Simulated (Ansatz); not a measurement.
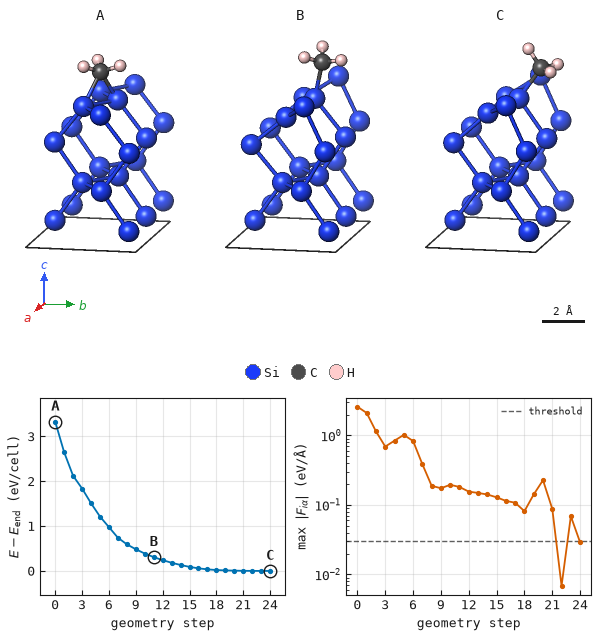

Frames of a constrained relaxation of a slab of composition Si₁₆H₃C (cut from the Fd-3m phase), marked on the history of the run. Style: ball-and-stick. Shown: the cell of the calculation, outlined in the plane, without the vacuum (origin shifted), slightly off an axis.

Case: CH3 put at a bridge Si-Si site. The slab is the (1 1 0) face of Si with CH3 on it. 8 atoms are held fixed.

All numbers below come from DFT PBE+D3(BJ), scalar-relativistic, plane waves, PAW in Ansatz 0.2.0. Set-up: plane-wave cutoff 420 eV; k-point mesh 4 × 6 × 1; occupations gaussian; smearing width 0.05 eV; collinear spin; dipole correction; atoms relaxed in a fixed cell; force threshold 0.03 eV/Å; at most 70 steps.

Q: What happens along the run?

A: The largest move is that of an H atom, 2.90 Å within the plane. By element the largest moves are H 2.90 Å, C 2.03 Å, Si 0.56 Å. The cell stays as it was. Some distances before and after: H–Si 1.921 → 3.802 Å, C–Si 1.920 → 3.539 Å, Si–Si 2.303 → 2.411 Å, Si–Si 2.303 → 2.359 Å. Bond angles that change, for instance: Si–Si–C 146.4° → 109.1°, Si–C–H 146.2° → 110.9°, Si–Si–Si 109.9° → 86.0°. After 24 geometry steps the energy has fallen by 3.331 eV per cell of the calculation. Largest force component: 2.6 eV/Å at the start, 0.029 eV/Å at the end. The forces were under the threshold at step 22, but the run went on from there. The run may lie on a higher electronic state than the lowest, so the end point isn't shown to be the ground-state structure. From step 0 to 11: an H atom moves most (1.36 Å), energy −3.022 eV per cell of the calculation. From step 11 to 24: an H atom moves most (1.90 Å), energy −0.309 eV per cell of the calculation.

| step | E − E(0), meV/atom | largest force component, eV/Å |
| --- | --- | --- |
| 0 | 0.00 | 2.5950 |
| 1 | -34.20 | 2.1079 |
| 2 | -60.46 | 1.1442 |
| 3 | -74.58 | 0.6921 |
| 4 | -91.00 | 0.8429 |
| 5 | -105.86 | 1.0205 |
| 6 | -117.65 | 0.8321 |
| 7 | -129.47 | 0.3857 |
| 8 | -136.81 | 0.1886 |
| 9 | -142.33 | 0.1741 |
| 10 | -147.12 | 0.1952 |
| 11 | -151.09 | 0.1815 |
| 12 | -154.46 | 0.1556 |
| 13 | -157.39 | 0.1489 |
| 14 | -159.86 | 0.1415 |
| 15 | -161.99 | 0.1288 |
| 16 | -163.61 | 0.1145 |
| 17 | -164.75 | 0.1077 |
| 18 | -165.51 | 0.0814 |
| 19 | -165.92 | 0.1418 |
| 20 | -166.17 | 0.2273 |
| 21 | -166.39 | 0.0879 |
| 22 | -166.47 | 0.0068 |
| 23 | -166.50 | 0.0689 |
| 24 | -166.53 | 0.0289 |

Limits of the set-up: the periodic images lie only 5.4 Å apart, so the values are limited by the cell's size.
